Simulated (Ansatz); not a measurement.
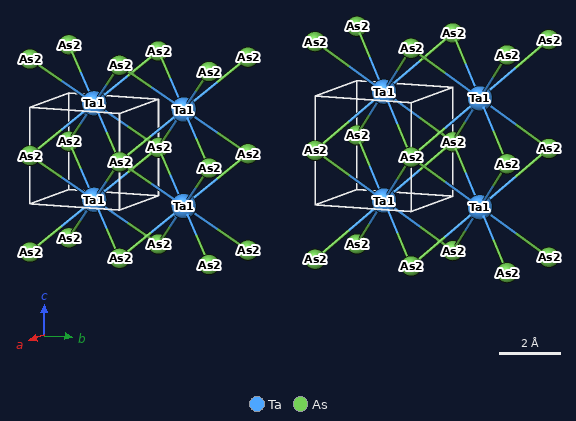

Two geometries of solid TaAs (a generated structure, set up in P4/mmm) (coarse preliminary run), drawn at one scale. One is the start of a relaxation, the other its converged end. Style: ball-and-stick. Shown: the cell of the calculation, repeated 1 × 2 × 1 with one cell outlined, slightly off an axis.

Computed with DFT PBE, scalar-relativistic, plane waves, PAW (Ansatz). Settings: plane-wave cutoff 420 eV; k-point mesh 6 × 6 × 6; occupations gaussian; smearing width 0.1 eV; no spin polarisation; cell and atoms relaxed; force threshold 0.04 eV/Å; at most 70 steps.

Q: Which one is relaxed?

A: The left one is the relaxed one. No atom moves by more than 0.005 Å relative to the cell. The drawn cell changes as follows: a = b 3.447 → 3.216 Å (−6.7 %), c 3.631 → 3.220 Å (−11.3 %); the volume changes by −22.8 %. Some distances before and after: Ta1–Ta1 3.631 → 3.220 Å, As2–As2 3.631 → 3.220 Å, Ta1–As2 3.039 → 2.787 Å, Ta1–Ta1 (another image) 3.447 → 3.216 Å. The space group (tolerance 0.01 Å) goes from P4/mmm (No. 123) to Pm-3m (No. 221). After 4 accepted moves (5 points after the start) the energy has fallen by 1.037 eV per cell of the calculation. All forces vanish by symmetry, so only the cell relaxes. Pressure: −25.57 GPa at the start and −0.02 GPa at the end. The SCF was repeated once at an unchanged geometry on a basis and grid sized afresh for the cell, which shifted the energy by 1.1 meV per cell of the calculation at most. Cost: 13 s on 1 thread of AMD EPYC 7B13 (Zen 3), with other jobs on the host, peak memory 0.39 GiB.
